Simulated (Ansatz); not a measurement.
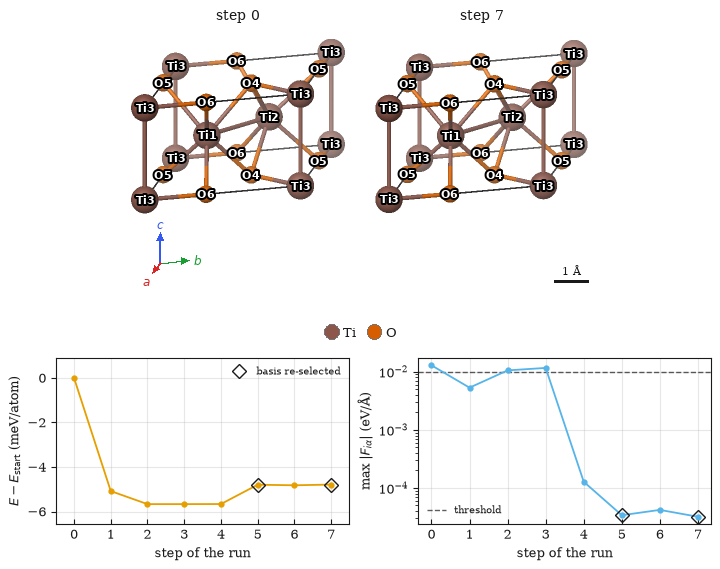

First and last geometry of a relaxation of a crystal of TiO (set up in P-62m), with the history of the run. A ball-and-stick model of the cell of the calculation, seen slightly off an axis.

Case: relaxed kmesh: [3, 3, 4] Gamma-centred.

These are results of DFT PBEsol, scalar-relativistic, plane waves, PAW (Ansatz 0.2.0), not measurements.

The input:
```yaml
crystal:
  lattice:
    - [4.989087772, 0.0, 0.0]
    - [-2.494543886, 4.3206767523, 0.0]
    - [0.0, 0.0, 2.87331344]
  atoms:
    - { symbol: Ti, position: [0.6666666667, 0.3333333333, 0.5] }
    - { symbol: Ti, position: [0.3333333333, 0.6666666667, 0.5] }
    - { symbol: Ti, position: [0.0, 0.0, 0.0] }
    - { symbol: O, position: [0.60555924, 0.60555924, 0.0] }
    - { symbol: O, position: [0.39444076, 0.0, 0.0] }
    - { symbol: O, position: [0.0, 0.39444076, 0.0] }
basis:
  ecutwfc: 420
kpoints:
  mp_grid: { grid: [3, 3, 4] }
hamiltonian:
  xc: pbesol
scf:
  occupations: { method: gaussian, width: 0.1 }
output:
  forces: true
  stress: true
  eigenvalues: true
relax:
  adjacent_minimum: "off"
  f_tol: 0.01
  max_steps: 60
  cell: { stress_tol: 0.05 }
```

Command:
```bash
ansatz run input.yaml --threads 1 --pin off --max-ram 2560MiB --backend cpu --events-out ev --progress --plain --runs-dir out
```

> Did the run converge, and what did it change?

It converged. The atoms keep their places relative to the cell (all moves are under 0.005 Å). Cell: a = b 4.989 → 4.950 Å (−0.8 %), c 2.873 → 2.845 Å (−1.0 %). Volume −2.5 %. Among the contacts that change: Ti1–Ti1 2.873 → 2.845 Å, Ti1–Ti3 3.219 → 3.192 Å, Ti1–Ti2 2.880 → 2.858 Å, Ti1–O4 2.101 → 2.082 Å. The space group stays P-62m (No. 189). After 5 accepted moves (7 points after the start) the energy has fallen by 4.8 meV per atom. The largest force component goes from 0.013 to under 0.0001 eV/Å. Pressure: −5.75 GPa at the start and 0.00 GPa at the end. The SCF was repeated twice at an unchanged geometry on a basis and grid sized afresh for the cell, which shifted the energy by 0.9 meV per atom at most.

Limits of the set-up: the k-point mesh is coarse for a cell with partly filled bands.
